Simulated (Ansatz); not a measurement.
**YZr$_{7}$O$_{16}$ (charge +1): geometry relaxation (part 3 of 3)**

Continued. System: YZr$_{7}$O$_{16}$ (defect cell, 24 atoms in the cell, total charge +1). Method: DFT PBE, scalar-relativistic, plane waves, PAW, no spin polarisation (Ansatz 0.2.0); cutoff 420 eV, 2×2×2 k-mesh, Gaussian smearing of 0.01 eV. The structure derives from a Materials Project entry. It belongs to a series of runs on one base structure; here: Y on a Zr site (a), charge +1, atoms relaxed at the host's cell.

Trajectory as extended XYZ, continued
```
24
Lattice="-5.1158 -5.1158 0.0000 -5.1158 0.0000 -5.1158 0.0000 -5.1158 -5.1158" Properties=species:S:1:pos:R:3:forces:R:3 step=3 energy=-42264.90093
Y    -5.0983   -2.5684   -2.5475   -0.0124   0.0235  -0.0315
Zr   -7.6583   -5.1295   -2.5348    0.0173   0.0046   0.0433
Zr   -7.6550   -2.5430   -5.1060   -0.0238  -0.0142  -0.0116
Zr  -10.1858   -5.1223   -5.1119    0.0641  -0.0345   0.0450
Zr   -5.1319   -5.1257   -5.1058   -0.0230  -0.0408   0.0247
Zr   -7.6575   -7.7042   -5.1056    0.0337  -0.0148   0.0111
Zr   -7.6561   -5.1283   -7.6880   -0.0097   0.0140   0.0143
Zr  -10.2122   -7.6862   -7.6636   -0.0140   0.0173  -0.0219
O    -3.9423   -3.9515   -3.9286    0.0521   0.0022  -0.0060
O    -6.1576   -6.3711   -3.8605   -0.0445   0.0106   0.0145
O    -6.1557   -3.8852   -6.3541   -0.0299   0.0286  -0.0322
O    -9.1540   -6.3625   -6.3554    0.0265  -0.0462  -0.0312
O    -3.9439   -6.2971   -6.2880    0.0665  -0.0029  -0.0031
O    -6.2516   -9.0671   -6.2862   -0.0843   0.0220  -0.0412
O    -6.2578   -6.2985   -9.0462   -0.0327  -0.0311   0.0235
O    -9.1544   -9.0000   -8.9800    0.0350   0.0111   0.0417
O    -1.4575   -1.3954   -1.3742    0.0373   0.0282   0.0137
O    -3.5756   -3.8213   -1.2917   -0.0164  -0.0487   0.0279
O    -3.5791   -1.3122   -3.8106   -0.0459   0.0408  -0.0213
O    -6.6196   -3.8289   -3.8106    0.0417   0.0034  -0.0356
O    -1.4552   -3.7421   -3.7271    0.0173  -0.0255  -0.0036
O    -3.6274   -6.5114   -3.7272   -0.0020   0.0362  -0.0109
O    -3.6168   -3.7377   -6.4910   -0.0838  -0.0388  -0.0002
O    -6.6197   -6.4275   -6.4027    0.0312   0.0553  -0.0096
24
Lattice="-5.1158 -5.1158 0.0000 -5.1158 0.0000 -5.1158 0.0000 -5.1158 -5.1158" Properties=species:S:1:pos:R:3:forces:R:3 step=6 energy=-42264.97766 accepted=F
Y    -5.1015   -2.5672   -2.5564    0.0654  -0.0261   0.0532
Zr   -7.6500   -5.1132   -2.4912   -0.0313  -0.1020  -0.3170
Zr   -7.6558   -2.5436   -5.1250    0.0240  -0.1687   0.2286
Zr  -10.1203   -5.1387   -5.1033   -0.5028   0.0582   0.0108
Zr   -5.1736   -5.1155   -5.1267    0.3139  -0.0545   0.1801
Zr   -7.6553   -7.7192   -5.1208    0.0017   0.2881   0.1776
Zr   -7.6553   -5.1202   -7.7035   -0.0043  -0.0569   0.0762
Zr  -10.2167   -7.6747   -7.6737    0.0151  -0.0064  -0.0428
O    -3.7291   -3.9070   -3.9338   -0.2623   0.1301   0.4459
O    -6.3901   -6.4167   -3.8643   -0.0093  -0.1642   0.4089
O    -6.4093   -3.8228   -6.3537    0.0526   0.1036  -0.4403
O    -8.9135   -6.4356   -6.3518   -0.0026  -0.1186  -0.4551
O    -3.7226   -6.3567   -6.2743   -0.3306  -0.0009  -0.5508
O    -6.4757   -9.0245   -6.2739    0.2661   0.1368  -0.5201
O    -6.4558   -6.3420   -9.0500    0.1183  -0.1511   0.4028
O    -8.9252   -8.9429   -8.9732    0.0698   0.1634   0.4134
O    -1.2045   -1.2972   -1.3153   -0.0518   0.0115  -0.2169
O    -3.8095   -3.9255   -1.2320    0.1865   0.3173  -0.5144
O    -3.7866   -1.2192   -3.8696    0.0855  -0.2733   0.5609
O    -6.4085   -3.9060   -3.8635   -0.0220   0.1189   0.4183
O    -1.2173   -3.8272   -3.7826    0.0253  -0.0684   0.2234
O    -3.8583   -6.4187   -3.7811   -0.0652   0.0547   0.1982
O    -3.8902   -3.8441   -6.4225    0.1254   0.0060  -0.3141
O    -6.3984   -6.3388   -6.3550   -0.0676  -0.1973  -0.4267
24
Lattice="-5.1158 -5.1158 0.0000 -5.1158 0.0000 -5.1158 0.0000 -5.1158 -5.1158" Properties=species:S:1:pos:R:3:forces:R:3 step=8 energy=-42265.13847
Y    -5.0984   -2.5678   -2.5502    0.0021  -0.0007  -0.0018
Zr   -7.6564   -5.1256   -2.5475    0.0012  -0.0027   0.0043
Zr   -7.6563   -2.5653   -5.1080    0.0008   0.0049  -0.0039
Zr  -10.2088   -5.1258   -5.1082   -0.0063  -0.0005  -0.0017
Zr   -5.1037   -5.1258   -5.1081    0.0069   0.0007  -0.0002
Zr   -7.6563   -7.6861   -5.1083    0.0000  -0.0054   0.0021
Zr   -7.6563   -5.1258   -7.6690   -0.0005   0.0028  -0.0040
Zr  -10.2141   -7.6837   -7.6661   -0.0021   0.0005   0.0005
O    -3.7837   -3.9064   -3.8886   -0.0081  -0.0017  -0.0068
O    -6.3393   -6.4132   -3.8207   -0.0175   0.0100  -0.0090
O    -6.3386   -3.8377   -6.3957   -0.0190  -0.0118   0.0127
O    -8.9739   -6.4139   -6.3966    0.0232   0.0120   0.0153
O    -3.7842   -6.3456   -6.3278   -0.0031   0.0055   0.0024
O    -6.4118   -9.0219   -6.3267   -0.0051  -0.0023  -0.0067
O    -6.4127   -6.3445   -9.0047    0.0013  -0.0046  -0.0028
O    -8.9738   -8.9539   -8.9365    0.0243  -0.0085  -0.0074
O    -1.2652   -1.3148   -1.2976    0.0011   0.0081   0.0078
O    -3.7484   -3.8921   -1.2269   -0.0132   0.0016   0.0069
O    -3.7494   -1.2442   -3.8748   -0.0060   0.0053   0.0052
O    -6.4480   -3.8911   -3.8737    0.0138  -0.0062  -0.0030
O    -1.2652   -3.8201   -3.8022    0.0023  -0.0117  -0.0150
O    -3.8157   -6.4310   -3.8032   -0.0050   0.0097  -0.0103
O    -3.8149   -3.8209   -6.4133   -0.0092  -0.0079   0.0069
O    -6.4484   -6.3597   -6.3429    0.0184   0.0029   0.0084
```

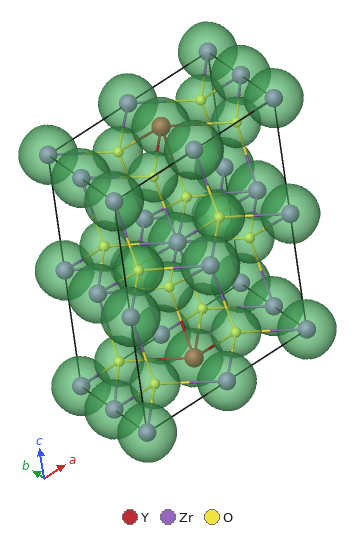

Figure 1. Isosurface of the valence electron density at 1 e/Å³ (green), seen slightly off an axis. Sticks mark near contacts. The outline is the calculation cell. At this value the density breaks into separate islands; it holds about 65 % of the electrons treated as valence (semicore included). It is pinched off along the Zr–O (2.17 Å), Y–O (2.30 Å), Zr–O (2.21 Å) and Zr–O (2.25 Å) contacts. On the grid the lowest density along these lines, outside the cores, is 0.55 e/Å³ (Zr–O, 2.17 Å), 0.39 e/Å³ (Y–O, 2.30 Å), 0.5 e/Å³ (Zr–O, 2.21 Å) and 0.45 e/Å³ (Zr–O, 2.25 Å). In a PAW calculation such maps are meaningful between the atoms, not at the nuclei.

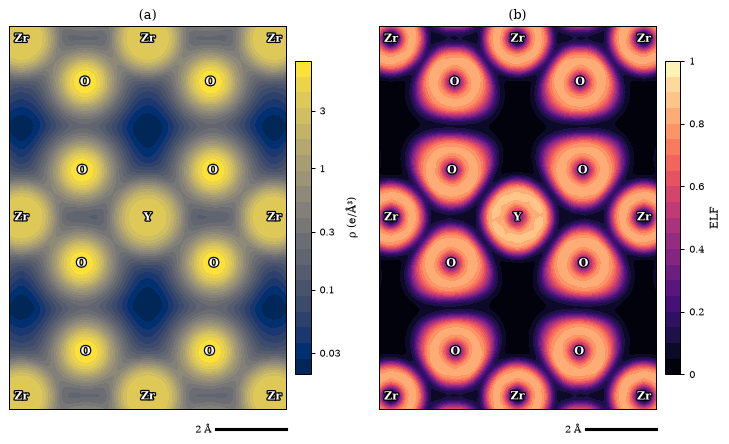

Figure 2. (a) valence pseudo-density; (b) electron localisation function on the (11̄0) plane of the calculation cell. The section cuts through Y, Zr and O sites. Zr–O (2.20 Å): the density is about 0.53 e/Å³ at the midpoint; the ELF peaks at about 0.85 in the valence shell of O, 0.6 Å from its nucleus, and drops to about 0.20 between the two atoms (a polar contact without a shared pair, in a metal). Y–O (2.30 Å): ρ is about 0.4 e/Å³ halfway; the ELF peaks at about 0.85 in the valence shell of O, 0.6 Å from its nucleus, and drops to about 0.10 between the two atoms; no shared pair; the contact is polar. Zr–O (2.20 Å): ρ at the midpoint is about 0.53 e/Å³; the ELF peaks at about 0.85 in the valence shell of O, 0.6 Å from its nucleus, and drops to about 0.20 between the two atoms; a polar contact without a shared pair, in a metal. Zr–O (2.25 Å): the density is about 0.46 e/Å³ at the midpoint; the ELF peaks at about 0.85 in the valence shell of O, 0.6 Å from its nucleus, and drops to about 0.15 between the two atoms (no shared pair; the contact is polar). Away from the nuclei the density in this plane falls to 0.02 e/Å³ at its lowest. The strong features right at Y and Zr lie inside the PAW spheres (semicore, d or f shells) and say nothing about bonding.

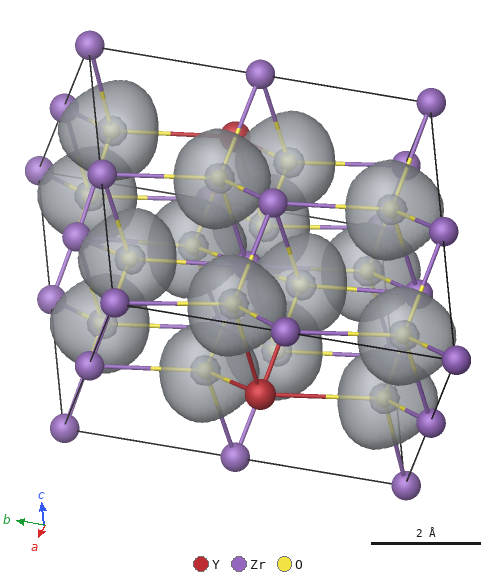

Figure 3. Isosurface of the electron localisation function at 0.6 (grey), seen at an oblique angle. Only the valence region is drawn (cores and ρ < 0.01 e/Å³ removed). Sticks mark near contacts. The outline is the calculation cell. Values along the shortest contacts: Zr–O (2.17 Å): the ELF peaks at about 0.85 in the valence shell of O, 0.6 Å from its nucleus, and drops to about 0.20 between the two atoms (no shared pair; the contact is polar). Y–O (2.30 Å): the ELF peaks at about 0.85 in the valence shell of O, 0.6 Å from its nucleus, and drops to about 0.10 between the two atoms (no shared pair; the contact is polar).

This output came from the following input.

The input
```yaml
crystal:
  lattice:
    - [-5.1158283576, -5.1158283576, 0.0]
    - [-5.1158283576, 0.0, -5.1158283576]
    - [0.0, -5.1158283576, -5.1158283576]
  atoms:
    - { symbol: "Y", position: [0.5011721626, 0.4900753439, 0.0034627085] }
    - { symbol: Zr, position: [1.0017536966, 0.4955479198, 0.0002733188] }
    - { symbol: Zr, position: [0.4985561428, 0.9987862297, -0.0001449536] }
    - { symbol: Zr, position: [0.9977688834, 0.9948651787, 0.0040591163] }
    - { symbol: Zr, position: [0.5027312071, 0.4993644373, 0.4992518236] }
    - { symbol: Zr, position: [1.0015783822, 0.4957632471, 0.5030970475] }
    - { symbol: Zr, position: [0.4986723518, 0.9987927641, 0.5031826823] }
    - { symbol: Zr, position: [1.0000330414, 0.997314185, 0.5015750588] }
    - { symbol: O, position: [0.387824823, 0.3799367903, 0.3895591283] }
    - { symbol: O, position: [0.8454109425, 0.3571385056, 0.3977696045] }
    - { symbol: O, position: [0.3596534467, 0.8421551088, 0.3999807458] }
    - { symbol: O, position: [0.8963563129, 0.8959886749, 0.3467724663] }
    - { symbol: O, position: [0.3847138727, 0.385093936, 0.8425834105] }
    - { symbol: O, position: [0.8838741334, 0.3339395256, 0.8930042] }
    - { symbol: O, position: [0.3462730779, 0.8820615785, 0.8860125341] }
    - { symbol: O, position: [0.8982897031, 0.8944579125, 0.861200467] }
    - { symbol: O, position: [0.1459986266, 0.1420071554, 0.1278733285] }
    - { symbol: O, position: [0.5941101471, 0.1035816333, 0.1506792571] }
    - { symbol: O, position: [0.1030186243, 0.594059609, 0.150671793] }
    - { symbol: O, position: [0.6498809826, 0.6432278987, 0.1011427113] }
    - { symbol: O, position: [0.1451073451, 0.1432885161, 0.5838550802] }
    - { symbol: O, position: [0.6263496789, 0.0805240958, 0.6472949441] }
    - { symbol: O, position: [0.0822392062, 0.624009567, 0.6466686712] }
    - { symbol: O, position: [0.6486274893, 0.6459484143, 0.6065466664] }
  host:
    lattice:
      - [0.0, 2.5579141788, 2.5579141788]
      - [2.5579141788, 0.0, 2.5579141788]
      - [2.5579141788, 2.5579141788, 0.0]
    atoms:
      - { symbol: Zr, position: [0.0, 0.0, 0.0] }
      - { symbol: O, position: [0.25, 0.25, 0.25] }
      - { symbol: O, position: [0.75, 0.75, 0.75] }
total_charge: 1
basis:
  ecutwfc: 420
  xc_grid: 2
kpoints:
  mp_grid: { grid: [2, 2, 2], shift: [0.0, 0.0, 0.0] }
hamiltonian:
  xc: pbe
scf:
  occupations: { method: gaussian, width: 0.01 }
output:
  forces: true
  stress: false
  eigenvalues: true
  charged_corrections:
    defect_position: [0.5, 0.5, 0.0]
    epsilon: [[48.3206, 0.0, 0.0], [0.0, 48.3206, 0.0], [0.0, 0.0, 48.3206]]
  write_density: true
  write_potential: true
  elf: true
  volumetric_format: npy
relax:
  adjacent_minimum: "off"
  f_tol: 0.025
  max_steps: 45
```

Command:
```bash
ansatz run input.yaml --threads 4 --pin off --max-ram 10240MiB --backend cpu --events-out ev --progress --plain --runs-dir out
```

Results in brief

| quantity | value |
| --- | --- |
| outcome | converged |
| electrons treated | 190 |
| free energy | −42265.1385 eV |
| Fermi energy | 11.431 eV |
| gap on the k-point mesh | none (metallic) |
| final volume | 267.78 Å³ |
| largest force (length of the vector) at the end | 0.030 eV/Å |
| hardware | 4 threads of Intel Xeon @ 2.50GHz (Skylake/Cascade Lake), 32 GiB of memory available, shared host |
| wall time | 48 s (CPU time 3 min) |
| peak memory | 1.2 GiB |

The cell is charged and computed with a neutralising background, so its energy and pressure depend on the cell and aren't those of a real crystal. The k-point mesh is coarse for a cell of this size, so the results may not be converged.
